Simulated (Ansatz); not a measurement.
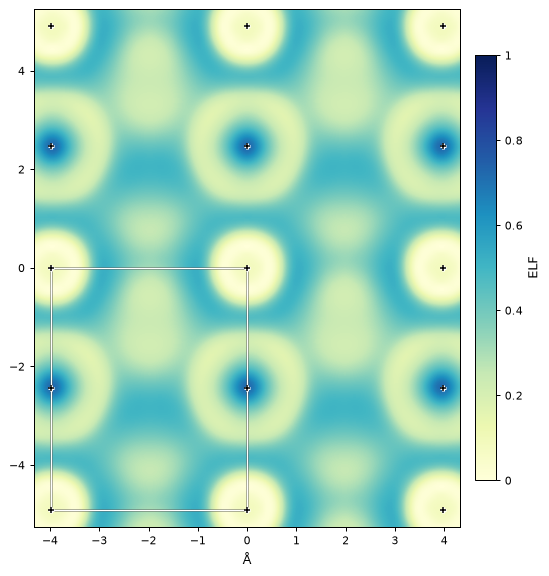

The ELF on a plane through atoms (crosses mark nuclei in the plane).

Computed with DFT r2SCAN, scalar-relativistic, plane waves, PAW (Ansatz 0.2.0).

Candidates:
A. AlNi$_{2}$, a = 3.98 Å, b = 3.98 Å, c = 4.91 Å, α = 90.00°, β = 90.00°, γ = 120.00°. Space group P-3m1; a structure from a database of computed crystals, not necessarily the ambient phase; computed without spin polarisation.
B. Pt, a = 3.12 Å, b = 3.12 Å, c = 3.22 Å, α = 90.00°, β = 90.00°, γ = 90.00°. Space group I4/mmm; a structure from a database of computed crystals, not necessarily the ambient phase; changed on purpose from its base cell (strain -0.015 along x and y, +0.015 along z, atoms carried along); computed pressure about −3 GPa in this cell.

Which system is this?

Candidate A: AlNi$_{2}$ on the (010) plane of the conventional cell, which holds Al and Ni. Al–Ni (2.43 Å): the ELF is about 0.35 at the midpoint. Al–Ni (2.48 Å): the ELF is about 0.40 at the midpoint.
